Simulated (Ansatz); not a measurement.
Al18N19: several calculations on one system

## 1. Relaxation

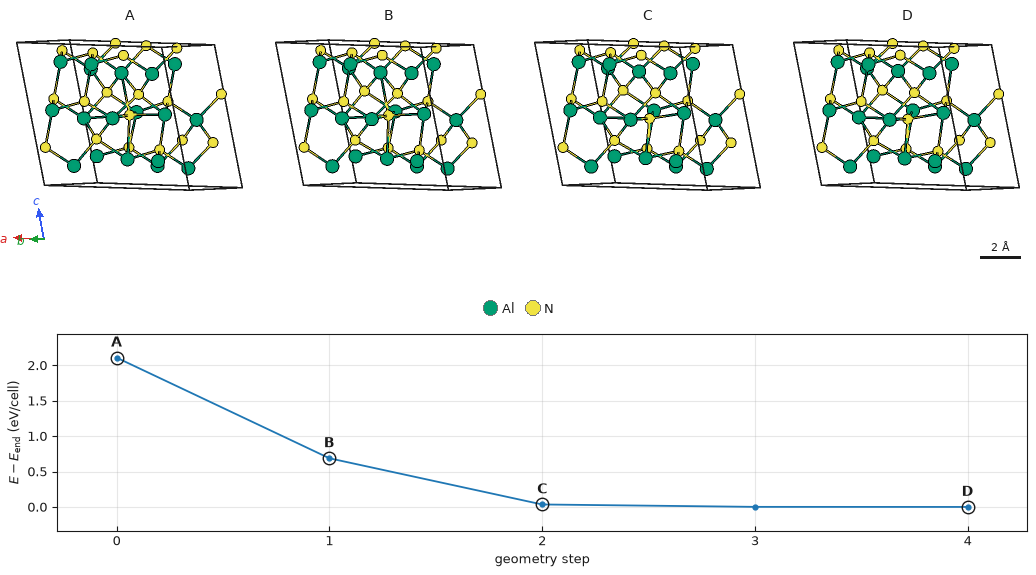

Frames of a relaxation of a defect cell of composition Al18N19, marked on the history of the run. The picture is a ball-and-stick view of the cell of the calculation (origin shifted), seen from a free direction.

Case: N interstitial, charge +0, atoms relaxed at the host's cell.

Computed with DFT PBE, scalar-relativistic, plane waves, PAW in Ansatz 0.2.0. Set-up: plane-wave cutoff 420 eV; k-point mesh 2 × 2 × 2; occupations gaussian; smearing width 0.01 eV; mesh shifted by (0.5, 0.5, 0.5); collinear spin; atoms relaxed in a fixed cell; force threshold 0.025 eV/Å; at most 45 steps.

Q: What happens along the run?

A: The largest move is that of an N atom, 0.22 Å roughly along −c. Largest moves by element: N 0.22 Å, Al 0.19 Å. The lattice vectors keep their values. Near-neighbour distances that change, for instance: Al–N 2.178 → 2.491 Å, Al–N 2.226 → 1.978 Å, Al–N 1.696 → 1.927 Å, Al–N 2.170 → 1.978 Å. Among the angles between lasting bonds that change: N–Al–N 160.4° → 172.5°, N–Al–N 119.9° → 108.3°, Al–N–Al 116.6° → 105.3°. The energy falls by 2.108 eV per cell of the calculation in 4 geometry steps. Largest force component: 4.8 eV/Å at the start, 0.0055 eV/Å at the end. The run took 91 s on 4 threads of AMD EPYC 7R43 64-Core Processor (Zen 3) (shared host), peak memory 1.2 GiB. From step 0 to 1: an N atom moves most (0.11 Å), energy −1.421 eV per cell of the calculation. From step 1 to 2: an N atom moves most (0.20 Å), energy −0.652 eV per cell of the calculation. From step 2 to 4: an N atom moves most (0.07 Å), energy −35.0 meV per cell of the calculation.

Limits of the set-up: the periodic images lie only 7.4 Å apart, so the values are limited by the cell's size.

## 2. Relaxation

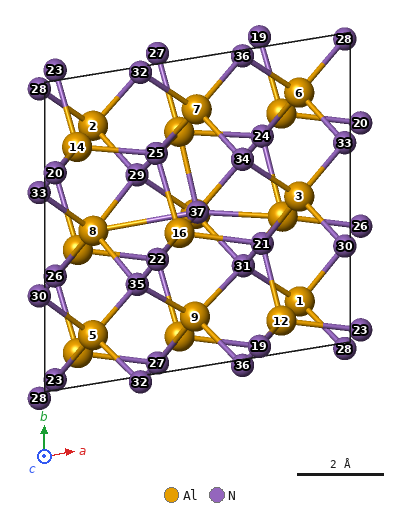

Starting structure of a defect cell of composition Al₁₈N₁₉ (cell charge −1). A ball-and-stick model of the cell of the calculation, reduced to other axes (origin shifted), seen along the c axis. Lengths and directions refer to the drawn axes.

Case: N interstitial, charge -1, atoms relaxed at the host's cell.

All numbers below come from DFT PBE, scalar-relativistic, plane waves, PAW in Ansatz.

Set-up: plane-wave cutoff 420 eV; k-point mesh 2 × 2 × 2; occupations gaussian; smearing width 0.01 eV; mesh shifted by (0.5, 0.5, 0.5); no spin polarisation; atoms relaxed in a fixed cell; force threshold 0.025 eV/Å; at most 45 steps.

```xyz
37
Lattice="-4.6953 2.7108 5.0180 0.0000 -5.4217 5.0180 4.6953 2.7108 5.0180" Properties=species:S:1:pos:R:3 pbc="T T T"
Al   -0.0022   -1.7570    7.5507
Al   -1.5205    0.8727    7.5510
Al    3.1167   -1.8046    7.4876
Al    1.5572    0.8837    2.5267
Al    1.5161    0.8729    7.5509
Al   -3.1217   -1.8047    7.4876
Al   -0.0023    3.5976    7.4878
Al    0.0124   -1.8172    2.5558
Al   -1.5651    0.8678    2.5233
Al   -1.5578   -0.9018   10.0388
Al    1.5621   -0.9071    5.0057
Al    1.5531   -0.9019   10.0386
Al   -0.0023    1.8026    5.0056
Al   -0.0023    1.7925   10.0387
Al   -0.0288   -3.6096    4.9642
Al    3.1356    1.7989    5.0055
Al   -1.5668   -0.9073    5.0057
Al   -3.1797    1.7963    5.0163
N    -0.0024   -1.8002    9.4572
N    -1.5580    0.8944    9.4575
N     3.0644   -1.7742    9.3690
N     1.5696    0.9037    4.4338
N     1.5533    0.8943    9.4576
N    -3.0691   -1.7745    9.3692
N    -0.0022    3.5375    9.3691
N    -0.0023   -1.8189    4.4339
N    -1.5740    0.9035    4.4338
N    -1.5570   -0.9014    6.9141
N    -3.0572    1.7525    7.0110
N     1.5523   -0.9013    6.9140
N    -0.0080   -3.5474    7.0164
N    -0.0022    1.7912    6.9140
N    -0.0025    1.8089   11.9402
N    -1.5723   -0.9103   11.9402
N     3.0508    1.7798    7.0509
N     1.5674   -0.9103   11.9401
N     0.0347    0.0149    0.8151
```

Q: Where does the relaxation end?

A: After 22 geometry steps the energy has fallen by 3.854 eV per cell of the calculation. The largest force component goes from 2.1 to 0.0027 eV/Å. The atom that moves furthest is N37 (1.71 Å along [−3 3 2]). Largest moves by element: N 1.71 Å, Al 0.41 Å. The cell stays as it was. Near-neighbour distances that change, for instance: Al14–N37 3.734 → 2.009 Å, Al15–N37 1.997 → 3.471 Å, Al18–N25 1.920 → 2.867 Å, N25–N37 2.409 → 1.507 Å. New bonds form, among them: Al14–N37 (3.73 → 2.01 Å). Bonds break, among them: Al15–N37 (2.00 → 3.47 Å), Al18–N25 (1.92 → 2.87 Å). Bond angles that change, for instance: N27–Al18–N37 172.0° → 112.0°, N22–Al16–N37 173.4° → 130.4°, N21–Al16–N37 74.5° → 112.1°. Cost: 3.1 min on 4 threads of AMD EPYC 7R43 64-Core Processor (Zen 3), on a shared host, peak memory 1.1 GiB.

After the run, drawn alike:

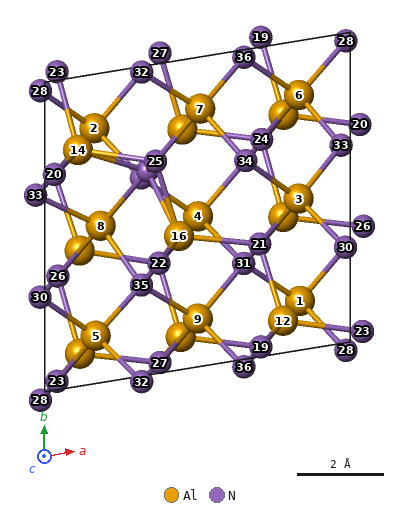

Limits of the set-up: the periodic images lie only 7.4 Å apart, so the values are limited by the cell's size; the cell is charged, on a uniform background, and energies carry no finite-size correction.

## 3. Defect

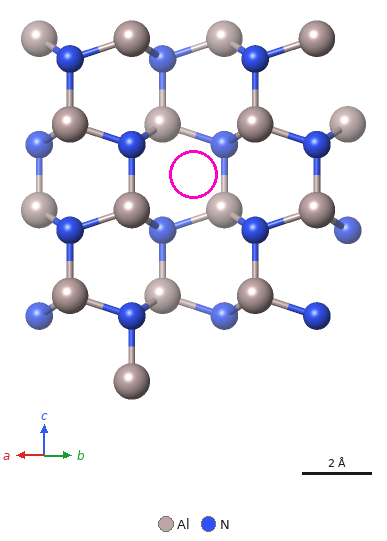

Perfect AlN. A ball-and-stick model of the atoms within 6.0 Å of one point, in a slice 3.4 Å thick across the line of sight, seen along [110].

These are results of DFT PBE, scalar-relativistic, plane waves, PAW in Ansatz 0.2.0, not measurements. Settings: plane-wave cutoff 420 eV; k-point mesh 2 × 2 × 2; occupations gaussian; smearing width 0.01 eV; mesh shifted by (0.5, 0.5, 0.5); no spin polarisation. The cell is small and the k-mesh coarse, so the numbers are rough. A uniform background neutralises the charged cell. The axes drawn are those of the host's conventional cell.

An extra nitrogen atom is put between the host's atoms (an interstitial) at the ringed place, in charge state −1. The supercell has 36 sites, and the atoms are relaxed at the host's cell.

### How do the neighbours respond?

The N atom starts with 3 N at 2.00 Å, 6 Al at 2.09 to 2.32 Å around its place and ends with 1 N at 1.51 Å, 1 Al at 1.76 Å. Of the host's atoms, a nitrogen atom moves furthest from its site, by 0.64 Å. The N atom itself moves 1.75 Å from where it was put.

The relaxed defect, seen from the same direction:

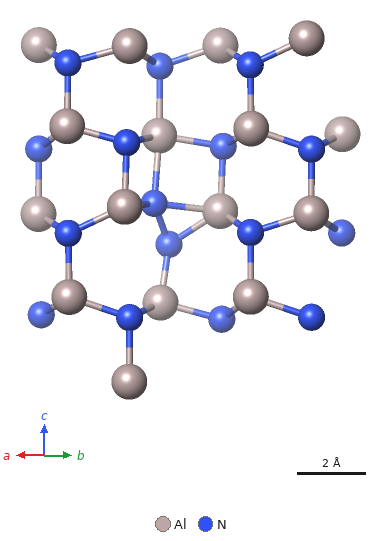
